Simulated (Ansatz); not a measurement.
**ZnS: density, localisation and related maps**

Input

```
crystal:
  lattice:
    - [0.0, 2.7234621712, 2.7234621712]
    - [2.7234621712, 0.0, 2.7234621712]
    - [2.7234621712, 2.7234621712, 0.0]
  atoms:
    - { symbol: Zn, position: [0.0, 0.0, 0.0] }
    - { symbol: S, position: [0.25, 0.25, 0.25] }
basis:
  ecutwfc: 420
kpoints:
  mp_grid: { grid: [8, 8, 8] }
hamiltonian:
  xc: pbe
scf:
  occupations: { method: gaussian, width: 0.02 }
output:
  forces: true
  stress: true
  eigenvalues: true
  write_density: true
  write_potential: true
  elf: true
  volumetric_format: npy
relax:
  adjacent_minimum: "off"
  f_tol: 0.005
  max_steps: 80
  cell: { stress_tol: 0.05 }
```

Launched as:

```sh
ansatz run input.yaml --threads 2 --pin off --max-ram 5120MiB --backend cpu --events-out ev --progress --plain --runs-dir out
```

Below, planes, directions and counts refer to the conventional cell (a = 5.44 Å, b = 5.44 Å, c = 5.44 Å, α = 90.00°, β = 90.00°, γ = 90.00°).

The fields are those of the relaxed geometry.

Space group F-43m.

These are results of DFT PBE, scalar-relativistic, plane waves, PAW (Ansatz), not measurements.

Core electrons are frozen (PAW), and the valence fields are smoothed inside the atomic spheres.

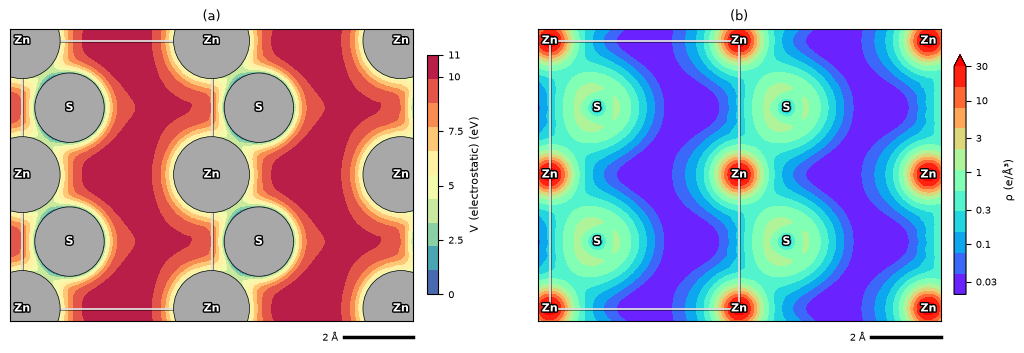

Figure 1. (a) electrostatic potential energy of an electron; (b) valence electron density on the (110) plane of the conventional cell. Grey discs cover the atomic cores in the potential map.

Interpret the plot.

Atoms in the plane: Zn and S. Zn–S (2.36 Å): ρ at the midpoint is about 0.5 e/Å³. Between the atoms the lowest density in this plane is 0.01 e/Å³. Outside the cores the potential energy rises away from the atoms and is highest about 2.3 Å from the nearest atoms; its zero is arbitrary.

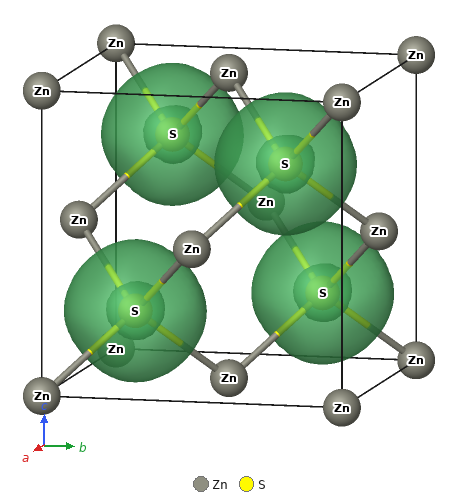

Figure 2. Isosurface of the electron localisation function at 0.65 (green), seen slightly off an axis. Core shells and regions of very low density are left out. Sticks mark near contacts.

Where are the electrons localised?

The ELF exceeds this value in four regions wrapped around S (the valence shell of each), counted in one cell of 8 atoms. Regions shared between cells count once. Profiles from the grid: Zn–S (2.36 Å): the ELF peaks at about 0.90 in the valence shell of S, 0.8 Å from its nucleus, and is about 0.55 at the midpoint.

Metal or insulator at this level of theory?

It is gapped, with a Kohn–Sham gap of 2.0 eV on the k-point mesh, an upper bound to the gap of this method.
